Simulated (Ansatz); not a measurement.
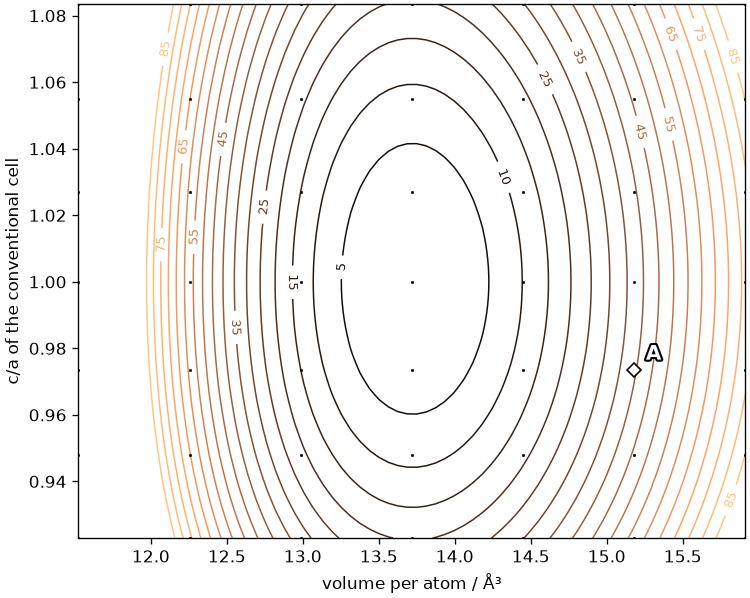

CdF2 (Fm-3m, No. 225; 3 atoms in the cell). 
- The energy is mapped over volume and the cell's shape.
- First axis: volume per atom. Second axis: c/a of the conventional cell.
- Nothing is relaxed (symmetry fixes all fractional coordinates).
- Grid: 7 × 7 points.
- Points are written as (first, second).
- Energies: meV/atom, counted from the lowest grid point.
- These are results of DFT PBE, scalar-relativistic, plane waves, PAW in Ansatz 0.2.0, not measurements. Settings: cutoff 520 eV, k-mesh 8×8×8, gaussian smearing 0.05 eV, no spin polarisation.

The picture shows contour lines labelled in meV/atom (none above 85), dots at the grid points, the point A. Between grid points the surface is interpolated.

Is A at rest? If not, where is it pushed?

Answer. A, at (15.18 Å³, 0.974), is not a stationary point. The computed force is 46 meV/atom for each Å³ towards smaller values of volume per atom and 168 meV/atom for each unit towards larger values of c/a of the conventional cell.
